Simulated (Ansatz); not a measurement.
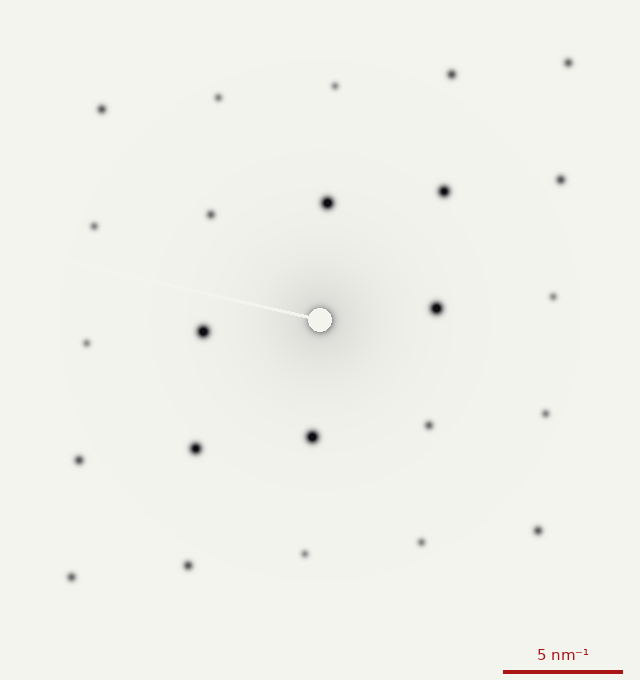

Computed electron diffraction pattern, 80 kV, single scattering only, B = 0.3 Å².

It belongs to Ir, space group Cmcm (No. 63), a = 2.652 Å, b = 6.449 Å, c = 3.574 Å. Structure: the input geometry of an electronic-structure calculation (not necessarily at equilibrium); the starting structure was generated, so it need not be a known form of this composition.

Q: Which low-index zone axis gives this pattern?

A: The spots form a centred rectangular net with both shortest vectors at d = 2.02 Å, 80.6° apart. They index as 1 -1 1 and 1 1 -1, so the zone axis is [011] (or an equivalent direction of <011>).

Q: Which reflections of this zone are missing, and why?

A: The lattice centring (C) removes all reflections that break h + k = 2n.

Q: List the strongest reflections.

A: Strongest reflections with d > 0.80 Å, one of each family (|F|² from tabulated Gaussian fits of the electron scattering factors, times a small damping for the curvature of the Ewald sphere):

| hkl | d (Å) | I (strongest = 100) |
| --- | --- | --- |
| 1 1 -1 | 2.022 | 100 |
| 2 0 0 | 1.326 | 68 |
| 3 1 -1 | 0.851 | 13 |
| 0 2 -2 | 1.563 | 8 |
| 1 3 -3 | 0.970 | 4 |
| 2 2 -2 | 1.011 | 3 |
